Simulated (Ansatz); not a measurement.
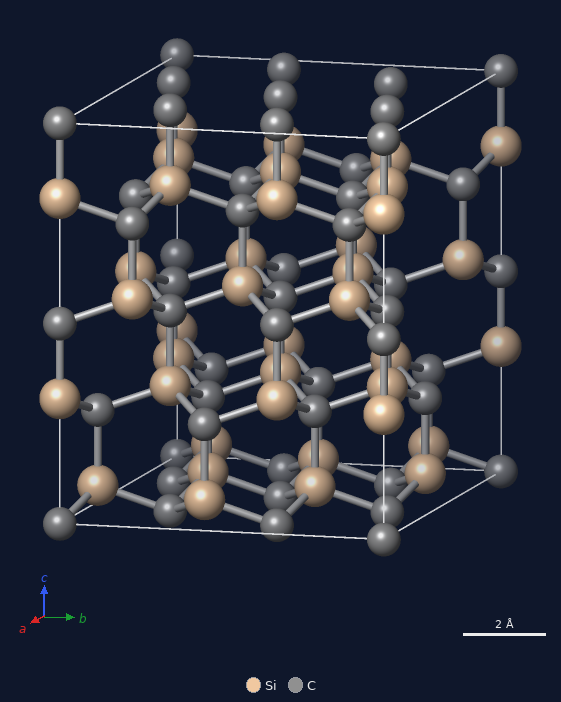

The input geometry (ball-and-stick view of the cell of the calculation, seen slightly off an axis).

# SiC: single-point calculation

- system: SiC (P6₃mc, 64 atoms in the cell)
- method: DFT, PBE, plane waves, PAW, no spin polarisation (Ansatz 0.2.0)

The structure derives from a Materials Project entry. Some settings of this run were made unusual or wrong on purpose.

**The input**
```yaml
crystal:
  lattice:
    - [6.1882403601, -5.3591733668, 0.0]
    - [-6.1882403702, -5.3591733552, 0.0]
    - [0.0, 0.0, -10.1293391958]
  atoms:
    - { symbol: Si, position: [0.6666666667, 0.6666666667, 0.0621558118] }
    - { symbol: Si, position: [0.2916666667, 0.5416666667, 0.0621558118] }
    - { symbol: Si, position: [0.9166666667, 0.4166666667, 0.0621558118] }
    - { symbol: Si, position: [0.5416666667, 0.2916666667, 0.0621558118] }
    - { symbol: Si, position: [0.1666666667, 0.1666666667, 0.0621558118] }
    - { symbol: Si, position: [0.7916666667, 0.0416666667, 0.0621558118] }
    - { symbol: Si, position: [0.4166666667, 0.9166666667, 0.0621558118] }
    - { symbol: Si, position: [0.0416666667, 0.7916666667, 0.0621558118] }
    - { symbol: Si, position: [0.4583333333, 0.7083333333, 0.5621558118] }
    - { symbol: Si, position: [0.0833333333, 0.5833333333, 0.5621558118] }
    - { symbol: Si, position: [0.7083333333, 0.4583333333, 0.5621558118] }
    - { symbol: Si, position: [0.3333333333, 0.3333333333, 0.5621558118] }
    - { symbol: Si, position: [0.9583333333, 0.2083333333, 0.5621558118] }
    - { symbol: Si, position: [0.5833333333, 0.0833333333, 0.5621558118] }
    - { symbol: Si, position: [0.2083333333, 0.9583333333, 0.5621558118] }
    - { symbol: Si, position: [0.8333333333, 0.8333333333, 0.5621558118] }
    - { symbol: Si, position: [0.25, 0.75, 0.3121004438] }
    - { symbol: Si, position: [0.875, 0.625, 0.3121004438] }
    - { symbol: Si, position: [0.5, 0.5, 0.3121004438] }
    - { symbol: Si, position: [0.125, 0.375, 0.3121004438] }
    - { symbol: Si, position: [0.75, 0.25, 0.3121004438] }
    - { symbol: Si, position: [0.375, 0.125, 0.3121004438] }
    - { symbol: Si, position: [0.0, 1.0, 0.3121004438] }
    - { symbol: Si, position: [0.625, 0.875, 0.3121004438] }
    - { symbol: Si, position: [0.875, 0.625, 0.8121004438] }
    - { symbol: Si, position: [0.5, 0.5, 0.8121004438] }
    - { symbol: Si, position: [0.125, 0.375, 0.8121004438] }
    - { symbol: Si, position: [0.75, 0.25, 0.8121004438] }
    - { symbol: Si, position: [0.375, 0.125, 0.8121004438] }
    - { symbol: Si, position: [0.0, 0.0, 0.8121004438] }
    - { symbol: Si, position: [0.625, 0.875, 0.8121004438] }
    - { symbol: Si, position: [0.25, 0.75, 0.8121004438] }
    - { symbol: C, position: [0.6666666667, 0.6666666667, 0.2501925541] }
    - { symbol: C, position: [0.2916666667, 0.5416666667, 0.2501925541] }
    - { symbol: C, position: [0.9166666667, 0.4166666667, 0.2501925541] }
    - { symbol: C, position: [0.5416666667, 0.2916666667, 0.2501925541] }
    - { symbol: C, position: [0.1666666667, 0.1666666667, 0.2501925541] }
    - { symbol: C, position: [0.7916666667, 0.0416666667, 0.2501925541] }
    - { symbol: C, position: [0.4166666667, 0.9166666667, 0.2501925541] }
    - { symbol: C, position: [0.0416666667, 0.7916666667, 0.2501925541] }
    - { symbol: C, position: [0.4583333333, 0.7083333333, 0.7501925541] }
    - { symbol: C, position: [0.0833333333, 0.5833333333, 0.7501925541] }
    - { symbol: C, position: [0.7083333333, 0.4583333333, 0.7501925541] }
    - { symbol: C, position: [0.3333333333, 0.3333333333, 0.7501925541] }
    - { symbol: C, position: [0.9583333333, 0.2083333333, 0.7501925541] }
    - { symbol: C, position: [0.5833333333, 0.0833333333, 0.7501925541] }
    - { symbol: C, position: [0.2083333333, 0.9583333333, 0.7501925541] }
    - { symbol: C, position: [0.8333333333, 0.8333333333, 0.7501925541] }
    - { symbol: C, position: [0.25, 0.75, 0.4995521903] }
    - { symbol: C, position: [0.875, 0.625, 0.4995521903] }
    - { symbol: C, position: [0.5, 0.5, 0.4995521903] }
    - { symbol: C, position: [0.125, 0.375, 0.4995521903] }
    - { symbol: C, position: [0.75, 0.25, 0.4995521903] }
    - { symbol: C, position: [0.375, 0.125, 0.4995521903] }
    - { symbol: C, position: [0.0, 1.0, 0.4995521903] }
    - { symbol: C, position: [0.625, 0.875, 0.4995521903] }
    - { symbol: C, position: [0.875, 0.625, 0.9995521903] }
    - { symbol: C, position: [0.5, 0.5, 0.9995521903] }
    - { symbol: C, position: [0.125, 0.375, 0.9995521903] }
    - { symbol: C, position: [0.75, 0.25, 0.9995521903] }
    - { symbol: C, position: [0.375, 0.125, 0.9995521903] }
    - { symbol: C, position: [0.0, 0.0, 0.9995521903] }
    - { symbol: C, position: [0.625, 0.875, 0.9995521903] }
    - { symbol: C, position: [0.25, 0.75, 0.9995521903] }
basis:
  ecutwfc: 420
  xc_grid: 2
kpoints:
  mp_grid: { grid: [2, 2, 2], shift: [0.5, 0.5, 0.5] }
hamiltonian:
  xc: pbe
scf:
  occupations: { method: fermi_dirac, width: 2.0 }
  max_iter: 75
output:
  forces: true
  eigenvalues: true
  stress: true
```

Launched with:
```bash
ansatz run input.yaml --threads 8 --pin off --max-ram 20480MiB --backend cpu --events-out ev --progress --plain --runs-dir out
```

**Log**
```
band count auto-derived: 415 (N_el = 256.0; filled up to band 128; 192 by the electrons, moments and atoms)
Engine: ansatz 0.2.0, aarch64-unknown-linux-gnu
Pseudopotentials: kind: paw
Pseudopotential: Si, paw, valence charge 4, recommended cutoff 420 eV (normal), Si.paw.azcp
Pseudopotential: C, paw, valence charge 4, recommended cutoff 420 eV (normal), C.paw.azcp
Functional definition: PBE
  parameter kappa = 0.804
  parameter beta = 0.06672455060314922
  exchange = pbe_x(kappa = kappa, mu = beta*pi^2/3)
  correlation = pbe_c(beta = beta)
Crystal: 64 atoms, lattice volume = 671.856 Å³
Basis set: ecut = 420 eV, 13185 PW (Γ), exchange–correlation on 120×120×144 points (8 copies of the dense FFT grid, shifted against one another)
Bands: 415, of which v1, the nominal top of the filled ones, is band 128 counted from 1 (127 counted from 0)
Symmetry: 32 space group operations
Space group: P63mc (ITA 186), of the structure as read, at distance tolerance 8.8e-5 Å
k-points: 2 of 8 (time reversal used)
Non-local potential: Si, projectors of the file, l = 0: 2, l = 1: 2, l = 2: 2
Non-local potential: C, projectors of the file, l = 0: 2, l = 1: 2, l = 2: 1
PAW form: soft (Blöchl's): semilocal exchange-correlation on the pseudo side does not see the compensation charge
PAW one-centre angular grid: Si, 110 points (default); XC on 64 Gauss nodes
PAW one-centre angular grid: C, 110 points (default); XC on 64 Gauss nodes
Initial density: superposition of atomic densities (neutral atoms: chi_scale 0, normalization atom), corrected by the library's trained network
Initial wavefunctions: pseudopotential atomic-orbital guess
Functional: x = pbe(κ = 0.804, μ = 0.2195149727645171), c = pbe(β = 0.06672455060314922)
SCF iter   1: F=—  HF=-28467.879405 eV  |F-HF|=—  |Δ(HF+E_count)|=         —  Δρ=2.79e-2  dr2=6.92e0  ethr=1.77e-3  ⟨swp⟩=11.5  Hψ=5333  notcnv=0
preconditioner: auto → Kerker (q_TF=auto, 2.323 Å⁻¹)  [metal: Δε(μ)=2.928 eV  Ē_g=19.656 eV  σ=2.000 eV  W_gap=0.35  n_scr=128 (ndim 8)  ℏωp=22.9 eV  f_vac=0.000  D(μ)=15.25/eV (n_scr^D=98)]
SCF iter   2: F=—  HF=-28466.802717 eV  |F-HF|=—  |Δ(HF+E_count)|=    1.08e0  Δρ=1.71e-2  dr2=2.66e0  ethr=1.77e-3  ⟨swp⟩=1.0  Hψ=956  notcnv=0
SCF iter   3: F=—  HF=-28466.173645 eV  |F-HF|=—  |Δ(HF+E_count)|=   6.29e-1  Δρ=2.05e-3  dr2=2.44e-2  ethr=1.04e-3  ⟨swp⟩=2.0  Hψ=1035  notcnv=0
SCF iter   4: F=—  HF=-28466.179647 eV  |F-HF|=—  |Δ(HF+E_count)|=   6.00e-3  Δρ=3.37e-4  dr2=8.29e-4  ethr=9.52e-6  ⟨swp⟩=2.0  Hψ=1556  notcnv=0
SCF iter   5: F=—  HF=-28466.179935 eV  |F-HF|=—  |Δ(HF+E_count)|=   2.88e-4  Δρ=8.49e-5  dr2=4.60e-5  ethr=3.24e-7  ⟨swp⟩=2.5  Hψ=1134  notcnv=0
SCF iter   6: F=—  HF=-28466.180222 eV  |F-HF|=—  |Δ(HF+E_count)|=   2.87e-4  Δρ=1.35e-5  dr2=1.80e-6  ethr=1.80e-8  ⟨swp⟩=2.0  Hψ=1045  notcnv=0
SCF iter   7: F=-28466.180223 eV  HF=-28466.180223 eV  |F-HF|=2.90e-8  |Δ(HF+E_count)|=   3.51e-7  Δρ=2.77e-6  dr2=9.10e-8  ethr=3.91e-11  ⟨swp⟩=9.0  Hψ=3303  notcnv=0
SCF 1 converged in 7 iterations: F = -28466.180223 eV  dr2 = 9.10e-8
  greatest PAW one-centre occupation: 0.662 electrons in one spin orbital (limit 2), on the C atom at site 63 (counted from 0), in its partial waves of l = 0
```

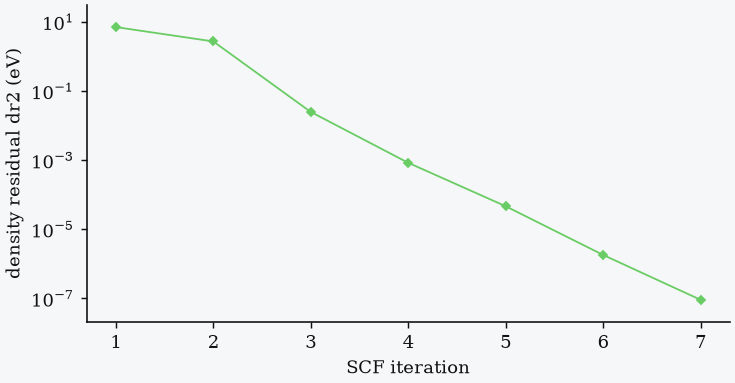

Convergence of the self-consistent field: density residual dr2 against the SCF iteration. The residual falls at every step.

```
SCF converged after 7 iterations
Free energy (F): -28466.180223 eV
Harris-Foulkes:  -28466.180223 eV  (|F-HF|=2.90e-8)
Internal energy: -28250.477478 eV  (E = F + TS)
E sigma→0 (E₀):  -28358.328851 eV
Entropy (-TS):   -215.702744 eV (-3370.355 meV/atom)
Fermi energy:    10.672519 eV
--- Per-component energies (eV) ---
  E_band       = 952.946089
  E_kinetic    = 4389.621717
  E_local      = -3286.057854  (includes V_loc(G=0)·N_el)
  E_nonlocal   = 1676.609634
  E_hartree    = 964.255257
  E_xc         = -3354.734544
  E_vxc        = -3471.585867  (∫ρ·V_xc dr)
  E_paw        = -19577.807284  (= ΣΔE_a)
  E_vpaw       = -284.158362  (= ΣTr[D̂ρ^β])
  E_aug_tail   = 0.000366  (compensation charges beyond the density's cutoff)
  E_ewald      = -9062.364770
  E_smearing   = -215.702744  (= −TS)
  E_closure    = -0.000000  (closes the sum)
  Σ components = -28466.180223   (vs F -28466.180223, Δ=0.00e0)
--- Forces (eV/Å), atoms counted from 1 ---
  atom   1  Si     0.00000000     0.00014068    -0.03357036
  atom   2  Si     0.00000000     0.00014068    -0.03357036
  atom   3  Si     0.00000000     0.00014068    -0.03357036
  atom   4  Si     0.00000000     0.00014068    -0.03357036
  atom   5  Si     0.00000000     0.00014068    -0.03357036
  atom   6  Si     0.00000000     0.00014068    -0.03357036
  atom   7  Si     0.00000000     0.00014068    -0.03357036
  atom   8  Si     0.00000000     0.00014068    -0.03357036
  atom   9  Si    -0.00000000    -0.00014068    -0.03357036
  atom  10  Si    -0.00000000    -0.00014068    -0.03357036
  atom  11  Si    -0.00000000    -0.00014068    -0.03357036
  atom  12  Si    -0.00000000    -0.00014068    -0.03357036
  atom  13  Si    -0.00000000    -0.00014068    -0.03357036
  atom  14  Si    -0.00000000    -0.00014068    -0.03357036
  atom  15  Si    -0.00000000    -0.00014068    -0.03357036
  atom  16  Si    -0.00000000    -0.00014068    -0.03357036
  atom  17  Si    -0.00000000    -0.00011067    -0.20814824
  atom  18  Si    -0.00000000    -0.00011067    -0.20814824
  atom  19  Si    -0.00000000    -0.00011067    -0.20814824
  atom  20  Si    -0.00000000    -0.00011067    -0.20814824
  atom  21  Si    -0.00000000    -0.00011067    -0.20814824
  atom  22  Si    -0.00000000    -0.00011067    -0.20814824
  atom  23  Si    -0.00000000    -0.00011067    -0.20814824
  atom  24  Si    -0.00000000    -0.00011067    -0.20814824
  atom  25  Si     0.00000000     0.00011067    -0.20814824
  atom  26  Si     0.00000000     0.00011067    -0.20814824
  atom  27  Si     0.00000000     0.00011067    -0.20814824
  atom  28  Si     0.00000000     0.00011067    -0.20814824
  atom  29  Si     0.00000000     0.00011067    -0.20814824
  atom  30  Si     0.00000000     0.00011067    -0.20814824
  atom  31  Si     0.00000000     0.00011067    -0.20814824
  atom  32  Si     0.00000000     0.00011067    -0.20814824
  atom  33  C      0.00000000     0.00009808     0.16777437
  atom  34  C      0.00000000     0.00009808     0.16777437
  atom  35  C      0.00000000     0.00009808     0.16777437
  atom  36  C      0.00000000     0.00009808     0.16777437
  atom  37  C      0.00000000     0.00009808     0.16777437
  atom  38  C      0.00000000     0.00009808     0.16777437
  atom  39  C      0.00000000     0.00009808     0.16777437
  atom  40  C      0.00000000     0.00009808     0.16777437
  atom  41  C     -0.00000000    -0.00009808     0.16777437
  atom  42  C     -0.00000000    -0.00009808     0.16777437
  atom  43  C     -0.00000000    -0.00009808     0.16777437
  atom  44  C     -0.00000000    -0.00009808     0.16777437
  atom  45  C     -0.00000000    -0.00009808     0.16777437
  atom  46  C     -0.00000000    -0.00009808     0.16777437
  atom  47  C     -0.00000000    -0.00009808     0.16777437
  atom  48  C     -0.00000000    -0.00009808     0.16777437
  atom  49  C      0.00000000     0.00015165     0.07396325
  atom  50  C      0.00000000     0.00015165     0.07396325
  atom  51  C      0.00000000     0.00015165     0.07396325
  atom  52  C      0.00000000     0.00015165     0.07396325
  atom  53  C      0.00000000     0.00015165     0.07396325
  atom  54  C      0.00000000     0.00015165     0.07396325
  atom  55  C      0.00000000     0.00015165     0.07396325
  atom  56  C      0.00000000     0.00015165     0.07396325
  atom  57  C     -0.00000000    -0.00015165     0.07396325
  atom  58  C     -0.00000000    -0.00015165     0.07396325
  atom  59  C     -0.00000000    -0.00015165     0.07396325
  atom  60  C     -0.00000000    -0.00015165     0.07396325
  atom  61  C     -0.00000000    -0.00015165     0.07396325
  atom  62  C     -0.00000000    -0.00015165     0.07396325
  atom  63  C     -0.00000000    -0.00015165     0.07396325
  atom  64  C     -0.00000000    -0.00015165     0.07396325
  max |Σ_I F_I| component: 3.04e-4 eV/Å
--- Stress (GPa, compression-positive) ---
       21.495841      -0.000000      -0.000000
       -0.000000      21.489956       0.000000
       -0.000000       0.000000      21.667852
  P = ⅓ Tr σ = 21.5512 GPa (215.512 kbar)
--- Band table (eV) ---
  k-point 0: bands = ["-5.8793", "-5.2934", "-5.1047", "-5.1047", "-4.5354", "-4.5354", "-4.1839", "-3.9072", "-3.4673", "-3.4673", ... 205 levels left out ..., "18.5290", "18.7623", "18.7682", "18.8510", "18.8510", "18.9974", "18.9974", "19.2017", "19.2017", "19.2441", "19.2441", "19.3967", "19.3967", "19.5266", "19.5266", "19.6823", "19.6823", "19.6986", "19.7131", "19.7131", "19.7498", "19.8863", "19.8863", "19.9557", "19.9557", "20.0001", "20.0001", "20.1503", "20.1503",
      "20.2452", "20.2452", "20.4420", "20.5266", "20.5375", "20.8982", "20.9335", "20.9335", "21.1243", "21.1243", "21.1546", "21.3454", "21.3454", "21.4878", "21.4878", "21.7300", "21.7300", "21.8184", "21.8184", "21.8399", "21.8399", "21.8421", "21.8431", "21.8693", "22.4457", "22.4457", "22.4920", "22.5491", "22.5802", "22.5802", "22.6046", "22.6046", "22.6233", "22.6233", "22.6540", "22.6540", "23.1668", "23.1668", "23.2015", "23.2015",
      "23.2660", "23.2660", "23.5024", "23.5141", "23.6591", "23.8267", "23.8267", "23.9065", "23.9065", "24.2701", "24.3989", "24.4614", "24.5001", "24.7169", "24.7169", "24.9600", "24.9600", "25.2534", "25.2534", "25.4442", "25.5422", "25.7753", "25.7753", "25.8328", "25.8348", "25.8348", "25.9211", "25.9211", "25.9642", "25.9810", "25.9810", "26.0482", "26.0482", "26.2677", "26.3185", "26.4488", "26.4488", "26.6992", "26.6992", "26.8571",
      "27.1304", "27.1304", "27.1627", "27.1627", "27.2588", "27.3835", "27.3835", "27.3981", "27.6199", "27.7947", "27.8870", "27.8870", "27.9543", "28.1575", "28.1575", "28.6276", "28.6867", "28.6867", "28.8883", "28.8883", "29.0252", "29.0252", "29.3135", "29.3135", "29.4325", "29.4877", "29.4877", "29.5268", "29.6307", "29.6307", "29.6971", "29.7881", "29.7881", "29.9721", "29.9721", "30.0610", "30.0610", "30.1810", "30.1810", "30.2190",
      "30.2190", "30.2222", "30.2222", "30.3187", "30.3187", "30.4374", "30.4374", "30.4565", "30.4565", "30.4648", "30.6108", "30.6532", "30.6532", "30.8141", "30.8141", "30.8397", "30.8443", "30.8443", "30.8746", "31.2347", "31.2347", "31.2686", "31.3863", "31.4677", "31.4947", "31.4947", "31.6289", "31.7281", "31.7281", "31.8121", "31.8121", "31.8376", "31.9115", "31.9115", "32.2544", "32.2544", "32.2671", "32.4031", "32.4168", "32.6458",
      "32.6458", "32.6559", "32.6559", "32.7690", "32.7690", "32.9221", "32.9221", "33.0114", "33.0114", "33.0479", "33.0484"]
  k-point 1: bands = ["-5.9451", "-5.3581", "-4.9153", "-4.9153", "-4.4225", "-4.3509", "-4.3509", "-4.2458", "-3.8744", "-3.5305", ... 205 levels left out ..., "18.4848", "18.7348", "18.7348", "18.8126", "18.8459", "18.9888", "18.9999", "18.9999", "19.0753", "19.1247", "19.1353", "19.2712", "19.2712", "19.2911", "19.6955", "19.7015", "19.7479", "19.7479", "19.8199", "19.8199", "19.8733", "19.9166", "20.0760", "20.0760", "20.1921", "20.2262", "20.3831", "20.5342", "20.5887",
      "20.5887", "20.7331", "20.7670", "20.7670", "20.9705", "20.9705", "20.9905", "21.0067", "21.0572", "21.1974", "21.3067", "21.3491", "21.4160", "21.4160", "21.6038", "21.6038", "21.6847", "21.6847", "21.9425", "22.0088", "22.0666", "22.0666", "22.1523", "22.1699", "22.1764", "22.2509", "22.2933", "22.3492", "22.3556", "22.3556", "22.3759", "22.4852", "22.4852", "22.6196", "22.7492", "22.7492", "22.7636", "22.7787", "23.4056", "23.4056",
      "23.6346", "23.6533", "23.7533", "23.8207", "23.8207", "23.9160", "23.9160", "24.0240", "24.3414", "24.4501", "24.4875", "24.4875", "24.7824", "24.7948", "24.9497", "24.9553", "25.0136", "25.0136", "25.0284", "25.0920", "25.0961", "25.3595", "25.3595", "25.4118", "25.4118", "25.6597", "25.7142", "25.7142", "25.7587", "25.8191", "26.0003", "26.0992", "26.1744", "26.1744", "26.3037", "26.4522", "26.4522", "26.4687", "26.5951", "26.6103",
      "26.7652", "26.7652", "27.0819", "27.1869", "27.3851", "27.3851", "27.4438", "27.5138", "27.5269", "27.5269", "27.6536", "27.9311", "28.0169", "28.0169", "28.0927", "28.2331", "28.2331", "28.5465", "28.8942", "28.8942", "28.9119", "29.0104", "29.0680", "29.2089", "29.3893", "29.4253", "29.6739", "29.6739", "29.7729", "29.7729", "29.9277", "29.9304", "29.9304", "29.9831", "30.1132", "30.1132", "30.2434", "30.3192", "30.3192", "30.3206",
      "30.4038", "30.4038", "30.4063", "30.4761", "30.4776", "30.6216", "30.6989", "30.6989", "30.7015", "30.7804", "30.7804", "30.8992", "30.9502", "30.9674", "30.9695", "30.9695", "31.0377", "31.1523", "31.1523", "31.1948", "31.2605", "31.4147", "31.6731", "31.6775", "31.6775", "31.8203", "31.8203", "31.9028", "31.9152", "31.9320", "31.9548", "31.9548", "32.1203", "32.1203", "32.1336", "32.1503", "32.1946", "32.1946", "32.2623", "32.4119",
      "32.4327", "32.4327", "32.4981", "32.4981", "32.9036", "32.9093", "32.9779", "32.9817", "33.0715", "33.0715", "33.1690"]
```

**Outcome**

| quantity | value |
| --- | --- |
| outcome | converged |
| space group (tolerance 0.01 Å) | P6₃mc (186) |
| electrons treated | 256 |
| free energy | −28466.1802 eV |
| Fermi energy | 10.673 eV |
| gap on the k-point mesh | 3.25 eV |
| pressure | 21.55 GPa |
| largest force (length of the vector) | 0.208 eV/Å |
| hardware | 8 threads of Arm Neoverse V2, 128 GiB of memory available, shared host |
| wall time | 16 s (CPU time 2 min) |
| peak memory | 3 GiB |

**Diagnosis**

This input holds a deliberate fault: a smearing of electronvolts (`scf.occupations`). So wide a smearing fills empty bands and washes out gaps and moments. The program still converged, but the numbers can't be taken as results for the intended system.
